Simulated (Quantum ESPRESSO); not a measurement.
## Run report: Ag, density-of-states run (part 3 of 4)

Continued. System: Ag (Fm-3m, 1 atom in the cell). Method: Kohn-Sham DFT of a periodic cell, AM05, spin-orbit coupling, PseudoDojo 0.4 FR PBE standard (Quantum ESPRESSO 7.5); cutoff 1115.67 eV, 9×9×9 k-mesh, fermi-dirac of 0.05 eV, non-collinear spins. The structure derives from an entry of the Crystallography Open Database. The geometry was changed: volume scaled by 1.04.

Geometry of the input (Å; fractional positions):
```
0.0000  2.0696  2.0696
2.0696  0.0000  2.0696
2.0696  2.0696  0.0000
Ag 0.0000  0.0000  0.0000
```

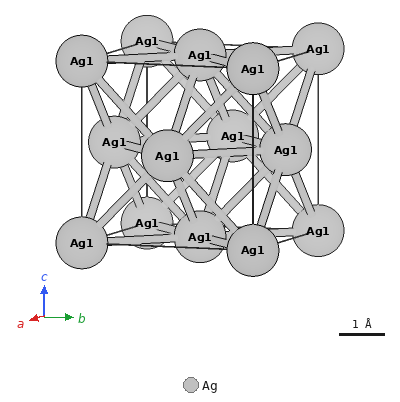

Figure 1. The structure as given in the input (ball-and-stick view of the cell 4 times as large as that of the calculation, set on its symmetry axes, seen slightly off an axis; atoms are numbered from 1 in the order of the input). An atom can appear more than once, as a periodic image.

Log, continued
```
   -75.3156 -75.3156 -42.3113 -42.3113 -37.2233 -37.2233 -37.1862 -37.1862
    10.0763  10.0763  11.7415  11.7415  11.7620  11.7620  12.2207  12.2207
    12.7890  12.7890  12.9937  12.9937  28.3011  28.3011  33.0660  33.0660
    35.5220  35.5220  35.8403  35.8403  38.7841  38.7841  39.5626  39.5626
    39.6793  39.6793  44.5731  44.5731  44.7677  44.7677

          k = 0.2357 0.2357 0.2357 (  1501 PWs)   bands (ev):

   -75.3108 -75.3108 -42.3277 -42.3277 -37.2613 -37.2613 -37.1943 -37.1943
    10.3622  10.3622  11.6659  11.6659  12.1188  12.1188  12.9687  12.9687
    13.3112  13.3112  13.3308  13.3308  24.1154  24.1154  32.3087  32.3087
    34.6639  34.6639  35.1111  35.1111  38.7425  38.7425  38.8063  38.8064
    39.9541  39.9541  46.2753  46.2753  46.5183  46.5183

          k = 0.3143 0.3143 0.3143 (  1489 PWs)   bands (ev):

   -75.3076 -75.3076 -42.3385 -42.3385 -37.2860 -37.2860 -37.1996 -37.1996
    10.2761  10.2761  11.5747  11.5748  11.9946  11.9946  13.3980  13.3980
    13.6226  13.6226  15.4507  15.4507  20.5867  20.5867  31.6933  31.6933
    33.8149  33.8149  34.3163  34.3163  38.4927  38.4927  38.6694  38.6694
    41.3842  41.3842  48.1998  48.1998  48.5951  48.5951

          k = 0.2357-0.0786-0.0786 (  1491 PWs)   bands (ev):

   -75.3159 -75.3159 -42.3103 -42.3103 -37.2163 -37.2163 -37.1904 -37.1904
    10.0851  10.0851  11.4117  11.4117  11.8746  11.8746  12.3063  12.3063
    12.7053  12.7053  13.0539  13.0539  29.9617  29.9617  32.8701  32.8701
    33.2716  33.2716  35.5658  35.5658  37.9501  37.9501  40.9332  40.9332
    41.2280  41.2280  42.6851  42.6852  47.1830  47.1830

          k = 0.2357 0.0786 0.0786 (  1491 PWs)   bands (ev):

   -75.3159 -75.3159 -42.3103 -42.3103 -37.2163 -37.2163 -37.1904 -37.1904
    10.0851  10.0851  11.4117  11.4117  11.8746  11.8746  12.3063  12.3063
    12.7053  12.7053  13.0539  13.0539  29.9617  29.9617  32.8701  32.8701
    33.2716  33.2716  35.5658  35.5658  37.9501  37.9501  40.9332  40.9332
    41.2280  41.2280  42.6851  42.6852  47.1830  47.1831

          k = 0.3143-0.1571-0.1571 (  1496 PWs)   bands (ev):

   -75.3113 -75.3113 -42.3260 -42.3259 -37.2519 -37.2519 -37.1991 -37.1991
    10.5695  10.5695  11.6895  11.6895  11.9393  11.9393  12.2595  12.2595
    13.2636  13.2636  13.6301  13.6301  25.7059  25.7059  32.2514  32.2514
    32.5293  32.5293  34.5637  34.5637  39.0385  39.0385  40.6540  40.6540
    40.7259  40.7259  43.5077  43.5077  48.3281  48.3281

          k = 0.3143 0.1571 0.1571 (  1496 PWs)   bands (ev):

   -75.3113 -75.3113 -42.3260 -42.3259 -37.2519 -37.2519 -37.1991 -37.1991
    10.5695  10.5695  11.6895  11.6895  11.9393  11.9393  12.2595  12.2595
    13.2636  13.2636  13.6301  13.6301  25.7059  25.7059  32.2514  32.2514
    32.5293  32.5293  34.5637  34.5637  39.0385  39.0385  40.6540  40.6540
    40.7259  40.7259  43.5077  43.5077  48.3281  48.3281

          k = 0.3928-0.2357-0.2357 (  1493 PWs)   bands (ev):

   -75.3076 -75.3076 -42.3385 -42.3385 -37.2800 -37.2800 -37.2062 -37.2062
    10.4908  10.4908  11.5839  11.5839  12.0839  12.0839  12.6966  12.6966
    13.5554  13.5554  15.5214  15.5214  21.8008  21.8008  31.3581  31.3581
    32.3237  32.3237  33.1299  33.1299  39.8657  39.8657  40.0984  40.0984
    42.3993  42.3993  44.8795  44.8795  49.7916  49.7916

          k = 0.3928 0.2357 0.2357 (  1493 PWs)   bands (ev):

   -75.3076 -75.3076 -42.3385 -42.3385 -37.2800 -37.2800 -37.2062 -37.2062
    10.4908  10.4908  11.5839  11.5839  12.0839  12.0839  12.6966  12.6966
    13.5554  13.5554  15.5214  15.5214  21.8008  21.8008  31.3581  31.3581
    32.3237  32.3237  33.1299  33.1299  39.8657  39.8657  40.0984  40.0984
    42.3993  42.3993  44.8795  44.8795  49.7916  49.7916

          k =-0.2357 0.3928 0.3928 (  1504 PWs)   bands (ev):

   -75.3065 -75.3065 -42.3421 -42.3421 -37.2879 -37.2879 -37.2083 -37.2083
    10.4589  10.4589  11.5446  11.5446  12.0314  12.0314  12.9944  12.9944
    13.5140  13.5140  16.8637  16.8637  20.0134  20.0134  30.6217  30.6217
    32.5291  32.5291  33.1465  33.1465  39.5591  39.5591  39.7446  39.7446
    43.4614  43.4614  47.6851  47.6851  48.3875  48.3875

          k =-0.2357-0.3928-0.3928 (  1504 PWs)   bands (ev):

   -75.3065 -75.3065 -42.3421 -42.3421 -37.2879 -37.2879 -37.2083 -37.2083
    10.4589  10.4589  11.5446  11.5446  12.0314  12.0314  12.9944  12.9944
    13.5140  13.5140  16.8637  16.8637  20.0134  20.0134  30.6217  30.6217
    32.5291  32.5291  33.1465  33.1465  39.5591  39.5591  39.7446  39.7446
    43.4614  43.4614  47.6851  47.6851  48.3875  48.3875

          k =-0.1571 0.3143 0.3143 (  1495 PWs)   bands (ev):

   -75.3086 -75.3086 -42.3350 -42.3350 -37.2722 -37.2722 -37.2041 -37.2041
    10.5596  10.5596  11.6231  11.6231  12.1149  12.1149  12.6600  12.6600
    13.1543  13.1543  14.9074  14.9074  23.0507  23.0507  30.3872  30.3872
    33.1208  33.1208  34.8948  34.8948  38.7950  38.7950  39.2047  39.2047
    43.2975  43.2975  45.2569  45.2569  47.0525  47.0525

          k =-0.1571-0.3143-0.3143 (  1495 PWs)   bands (ev):

   -75.3086 -75.3086 -42.3350 -42.3350 -37.2722 -37.2722 -37.2041 -37.2041
    10.5596  10.5596  11.6231  11.6231  12.1149  12.1149  12.6600  12.6600
    13.1543  13.1543  14.9074  14.9074  23.0507  23.0507  30.3872  30.3872
    33.1208  33.1208  34.8948  34.8948  38.7950  38.7950  39.2047  39.2047
    43.2975  43.2975  45.2569  45.2569  47.0525  47.0525

          k =-0.0786 0.2357 0.2357 (  1496 PWs)   bands (ev):

   -75.3129 -75.3129 -42.3205 -42.3205 -37.2404 -37.2404 -37.1953 -37.1953
    10.5526  10.5526  11.5964  11.5964  11.9009  11.9009  12.2892  12.2892
    12.7027  12.7027  13.5709  13.5709  27.1321  27.1321  30.6890  30.6890
    34.5719  34.5719  37.0656  37.0656  37.5684  37.5684  38.7047  38.7047
    42.4806  42.4806  43.2104  43.2104  45.8797  45.8797

          k =-0.0786-0.2357-0.2357 (  1496 PWs)   bands (ev):

   -75.3129 -75.3129 -42.3205 -42.3205 -37.2404 -37.2404 -37.1953 -37.1953
    10.5526  10.5526  11.5964  11.5964  11.9009  11.9009  12.2892  12.2892
    12.7027  12.7027  13.5709  13.5709  27.1321  27.1321  30.6890  30.6890
    34.5719  34.5719  37.0656  37.0656  37.5684  37.5684  38.7047  38.7047
    42.4806  42.4806  43.2104  43.2104  45.8797  45.8797

          k =-0.0000 0.1571 0.1571 (  1482 PWs)   bands (ev):

   -75.3173 -75.3173 -42.3055 -42.3055 -37.2077 -37.2077 -37.1855 -37.1855
     9.7992   9.7992  11.5094  11.5094  11.7971  11.7971  12.2220  12.2220
    12.6501  12.6501  13.0176  13.0176  31.2035  31.2035  31.4146  31.4146
    35.0619  35.0619  37.3467  37.3467  37.5248  37.5248  40.8529  40.8529
    41.0285  41.0285  42.4442  42.4442  45.1768  45.1768

          k = 0.3928-0.0786-0.0786 (  1496 PWs)   bands (ev):

   -75.3099 -75.3099 -42.3305 -42.3305 -37.2525 -37.2525 -37.2118 -37.2118
    10.7652  10.7652  11.0394  11.0394  12.2183  12.2183  12.6805  12.6805
    13.3205  13.3205  13.8115  13.8115  27.6838  27.6838  30.2770  30.2770
    30.9048  30.9048  33.0694  33.0694  35.8905  35.8905  42.9631  42.9631
    43.1462  43.1462  46.0376  46.0376  48.5252  48.5252

          k = 0.3928 0.0786 0.0786 (  1496 PWs)   bands (ev):

   -75.3099 -75.3099 -42.3305 -42.3305 -37.2525 -37.2525 -37.2118 -37.2118
    10.7652  10.7652  11.0394  11.0394  12.2183  12.2183  12.6805  12.6805
    13.3205  13.3205  13.8115  13.8115  27.6838  27.6838  30.2770  30.2770
    30.9048  30.9048  33.0694  33.0694  35.8905  35.8905  42.9631  42.9631
    43.1462  43.1462  46.0376  46.0376  48.5252  48.5252

          k = 0.4714-0.1571-0.1571 (  1500 PWs)   bands (ev):

   -75.3064 -75.3064 -42.3424 -42.3424 -37.2760 -37.2760 -37.2217 -37.2217
    10.7121  10.7121  11.2909  11.2909  12.1365  12.1365  12.5857  12.5857
    13.5897  13.5897  15.9349  15.9349  23.6367  23.6367  28.8731  28.8731
    30.0649  30.0649  32.7433  32.7433  39.3117  39.3117  42.3940  42.3940
    42.6043  42.6043  46.6153  46.6153  51.0080  51.0080

          k = 0.4714 0.1571 0.1571 (  1500 PWs)   bands (ev):

   -75.3064 -75.3064 -42.3424 -42.3424 -37.2760 -37.2760 -37.2217 -37.2217
    10.7121  10.7121  11.2909  11.2909  12.1365  12.1365  12.5857  12.5857
    13.5897  13.5897  15.9349  15.9349  23.6367  23.6367  28.8731  28.8731
    30.0649  30.0649  32.7433  32.7433  39.3117  39.3117  42.3940  42.3940
    42.6043  42.6043  46.6153  46.6153  51.0080  51.0080

          k =-0.1571 0.4714 0.4714 (  1507 PWs)   bands (ev):

   -75.3048 -75.3047 -42.3478 -42.3478 -37.2861 -37.2861 -37.2270 -37.2270
    10.7733  10.7733  11.3933  11.3933  12.1804  12.1804  12.4940  12.4940
    13.5259  13.5259  18.5546  18.5546  20.3520  20.3520  27.3787  27.3787
    30.8144  30.8144  32.5864  32.5864  41.5561  41.5561  41.6786  41.6786
    43.5642  43.5642  47.2999  47.2999  49.4051  49.4053

          k =-0.1571-0.4714-0.4714 (  1507 PWs)   bands (ev):

   -75.3048 -75.3047 -42.3478 -42.3478 -37.2861 -37.2861 -37.2270 -37.2270
    10.7733  10.7733  11.3933  11.3933  12.1804  12.1804  12.4940  12.4940
    13.5259  13.5259  18.5546  18.5546  20.3520  20.3520  27.3787  27.3787
    30.8144  30.8144  32.5864  32.5864  41.5561  41.5561  41.6786  41.6786
    43.5642  43.5642  47.2999  47.2999  49.4052  49.4052

          k =-0.0786 0.3928 0.3928 (  1506 PWs)   bands (ev):

   -75.3058 -75.3058 -42.3443 -42.3443 -37.2797 -37.2797 -37.2236 -37.2236
    10.9835  10.9835  11.4571  11.4571  12.1049  12.1049  12.4074  12.4074
    13.1453  13.1453  16.9804  16.9804  22.5756  22.5756  26.5576  26.5576
    32.5723  32.5723  32.9059  32.9059  40.0694  40.0694  41.2961  41.2961
    45.7953  45.7953  46.6584  46.6584  47.1816  47.1816

          k =-0.0786-0.3928-0.3928 (  1506 PWs)   bands (ev):

   -75.3058 -75.3058 -42.3443 -42.3443 -37.2797 -37.2797 -37.2236 -37.2236
    10.9835  10.9835  11.4571  11.4571  12.1049  12.1049  12.4074  12.4074
    13.1453  13.1453  16.9804  16.9804  22.5756  22.5756  26.5576  26.5576
    32.5723  32.5723  32.9059  32.9059  40.0694  40.0694  41.2961  41.2961
    45.7953  45.7953  46.6584  46.6584  47.1816  47.1816

          k =-0.0000 0.3143 0.3143 (  1510 PWs)   bands (ev):

   -75.3090 -75.3090 -42.3335 -42.3335 -37.2616 -37.2616 -37.2111 -37.2111
    11.1783  11.1783  11.3755  11.3755  11.8900  11.8900  12.4060  12.4060
    12.7160  12.7160  14.9315  14.9315  26.3702  26.3702  26.6717  26.6717
    33.7684  33.7684  35.0542  35.0542  37.9492  37.9492  41.2560  41.2560
    42.2994  42.2994  46.1245  46.1245  47.3484  47.3484

          k = 0.5500-0.0786-0.0786 (  1508 PWs)   bands (ev):

   -75.3046 -75.3046 -42.3482 -42.3482 -37.2827 -37.2827 -37.2318 -37.2318
    10.5097  10.5097  10.6471  10.6471  12.9421  12.9421  13.1863  13.1863
    13.6484  13.6484  16.3278  16.3278  25.6180  25.6180  26.2887  26.2887
    28.1493  28.1493  32.9379  32.9379  35.1873  35.1873  44.8851  44.8851
    46.1367  46.1367  49.4355  49.4355  50.2839  50.2839

          k = 0.5500 0.0786 0.0786 (  1508 PWs)   bands (ev):

   -75.3046 -75.3046 -42.3482 -42.3482 -37.2827 -37.2827 -37.2318 -37.2318
    10.5097  10.5097  10.6471  10.6471  12.9421  12.9421  13.1863  13.1863
    13.6484  13.6484  16.3278  16.3278  25.6180  25.6180  26.2887  26.2887
    28.1493  28.1493  32.9379  32.9379  35.1873  35.1873  44.8851  44.8851
    46.1367  46.1367  49.4355  49.4355  50.2839  50.2839

          k =-0.0786 0.5500 0.5500 (  1505 PWs)   bands (ev):

   -75.3032 -75.3031 -42.3530 -42.3530 -37.2876 -37.2876 -37.2404 -37.2404
    10.5955  10.5955  10.9439  10.9439  12.5625  12.5625  12.9969  12.9969
    13.6085  13.6085  19.1088  19.1088  22.3720  22.3720  24.4193  24.4193
    28.6871  28.6871  32.8133  32.8133  38.8810  38.8810  43.6467  43.6467
    44.8294  44.8294  50.0318  50.0318  50.7906  50.7907

          k =-0.0786-0.5500-0.5500 (  1505 PWs)   bands (ev):

   -75.3032 -75.3031 -42.3530 -42.3530 -37.2876 -37.2876 -37.2404 -37.2404
    10.5955  10.5955  10.9439  10.9439  12.5625  12.5625  12.9969  12.9969
    13.6085  13.6085  19.1088  19.1088  22.3720  22.3720  24.4193  24.4193
    28.6871  28.6871  32.8133  32.8133  38.8810  38.8810  43.6467  43.6467
    44.8294  44.8294  50.0318  50.0318  50.7905  50.7906

          k = 0.0000 0.4714 0.4714 (  1516 PWs)   bands (ev):

   -75.3037 -75.3036 -42.3514 -42.3514 -37.2843 -37.2843 -37.2395 -37.2394
    10.8592  10.8592  11.3793  11.3793  12.0528  12.0528  12.7541  12.7541
    13.3230  13.3230  19.4438  19.4438  22.0572  22.0572  23.6726  23.6726
    30.3024  30.3024  32.7692  32.7692  42.5088  42.5088  42.6137  42.6137
    43.0575  43.0575  47.9790  47.9790  48.1972  48.1972

          k =-0.0000 0.6285 0.6285 (  1506 PWs)   bands (ev):

   -75.3025 -75.3025 -42.3552 -42.3552 -37.2944 -37.2944 -37.2398 -37.2398
    10.3413  10.3413  10.4909  10.4909  13.2644  13.2644  13.4008  13.4008
    13.7875  13.7875  18.6277  18.6277  22.8873  22.8873  25.2099  25.2099
    27.3286  27.3286  32.9909  32.9909  35.0647  35.0647  45.1801  45.1801
    48.2065  48.2065  51.0480  51.0481  51.7597  51.7597

          k =-0.3143 0.0000 0.1571 (  1495 PWs)   bands (ev):

   -75.3123 -75.3123 -42.3223 -42.3223 -37.2394 -37.2394 -37.2016 -37.2016
    10.7652  10.7652  11.2353  11.2353  11.8656  11.8656  12.5366  12.5366
    12.7583  12.7583  13.6114  13.6114  28.8137  28.8137  29.2370  29.2370
    33.3922  33.3922  35.1673  35.1673  37.4565  37.4565  40.1290  40.1290
    42.1511  42.1511  44.9587  44.9587  47.3551  47.3551

          k =-0.3928-0.0786 0.2357 (  1499 PWs)   bands (ev):

   -75.3083 -75.3083 -42.3360 -42.3360 -37.2664 -37.2664 -37.2134 -37.2134
    10.8955  10.8955  11.5299  11.5299  11.7818  11.7818  12.5217  12.5217
    13.1559  13.1559  15.0621  15.0621  24.8205  24.8205  28.5972  28.5972
    31.4400  31.4400  35.2160  35.2160  38.3369  38.3369  40.9090  40.9090
    42.6538  42.6539  45.9928  45.9928  48.6347  48.6347

          k = 0.3928-0.0786-0.2357 (  1499 PWs)   bands (ev):

   -75.3083 -75.3083 -42.3360 -42.3360 -37.2664 -37.2664 -37.2134 -37.2134
    10.8955  10.8955  11.5299  11.5299  11.7818  11.7818  12.5217  12.5217
    13.1559  13.1559  15.0621  15.0621  24.8205  24.8205  28.5972  28.5972
    31.4400  31.4400  35.2160  35.2160  38.3369  38.3369  40.9090  40.9090
    42.6538  42.6539  45.9928  45.9928  48.6347  48.6347

          k = 0.3928 0.0786 0.2357 (  1499 PWs)   bands (ev):

   -75.3083 -75.3083 -42.3360 -42.3360 -37.2664 -37.2664 -37.2134 -37.2134
    10.8955  10.8955  11.5299  11.5299  11.7818  11.7818  12.5217  12.5217
    13.1559  13.1559  15.0621  15.0621  24.8205  24.8205  28.5972  28.5972
    31.4400  31.4400  35.2160  35.2160  38.3369  38.3369  40.9090  40.9090
    42.6538  42.6539  45.9928  45.9928  48.6347  48.6347

          k = 0.2357 0.5500-0.3928 (  1503 PWs)   bands (ev):

   -75.3056 -75.3056 -42.3450 -42.3450 -37.2841 -37.2841 -37.2209 -37.2209
    10.7888  10.7888  11.4184  11.4184  12.1449  12.1449  12.4824  12.4824
    13.4622  13.4622  17.3608  17.3608  21.1198  21.1198  28.8271  28.8271
    29.8699  29.8699  34.3959  34.3959  39.0833  39.0833  42.4594  42.4595
    44.3439  44.3440  45.9019  45.9019  48.3901  48.3901

          k =-0.2357 0.5500 0.3928 (  1503 PWs)   bands (ev):

   -75.3056 -75.3056 -42.3450 -42.3450 -37.2841 -37.2841 -37.2209 -37.2209
    10.7888  10.7888  11.4184  11.4184  12.1449  12.1449  12.4824  12.4824
    13.4622  13.4622  17.3608  17.3608  21.1198  21.1198  28.8271  28.8271
    29.8699  29.8699  34.3959  34.3959  39.0833  39.0833  42.4594  42.4595
    44.3439  44.3440  45.9019  45.9019  48.3901  48.3901

          k =-0.2357-0.5500-0.3928 (  1503 PWs)   bands (ev):

   -75.3056 -75.3056 -42.3450 -42.3450 -37.2841 -37.2841 -37.2209 -37.2209
    10.7888  10.7888  11.4184  11.4184  12.1449  12.1449  12.4824  12.4824
    13.4622  13.4622  17.3608  17.3608  21.1198  21.1198  28.8271  28.8271
    29.8699  29.8699  34.3959  34.3959  39.0833  39.0833  42.4594  42.4595
    44.3439  44.3440  45.9019  45.9019  48.3901  48.3901

          k =-0.4714 0.0000 0.1571 (  1510 PWs)   bands (ev):

   -75.3067 -75.3067 -42.3413 -42.3413 -37.2706 -37.2706 -37.2242 -37.2242
    10.8370  10.8370  10.8876  10.8876  12.2463  12.2463  13.1165  13.1165
    13.2669  13.2669  15.3743  15.3743  26.7533  26.7533  27.1327  27.1327
    28.6520  28.6520  34.8117  34.8117  35.8210  35.8210  42.2700  42.2700
    45.3110  45.3110  48.1557  48.1557  48.9561  48.9561

          k = 0.1571 0.6285-0.4714 (  1508 PWs)   bands (ev):

   -75.3042 -75.3042 -42.3495 -42.3495 -37.2825 -37.2825 -37.2357 -37.2357
    10.8310  10.8310  11.1093  11.1093  12.0680  12.0680  12.9302  12.9302
    13.5281  13.5281  17.8018  17.8018  23.1481  23.1481  26.5529  26.5529
    27.2436  27.2436  34.9508  34.9508  38.7494  38.7494  41.5691  41.5691
    45.6770  45.6770  47.9875  47.9875  49.8714  49.8714

          k =-0.1571 0.6285 0.4714 (  1508 PWs)   bands (ev):
```
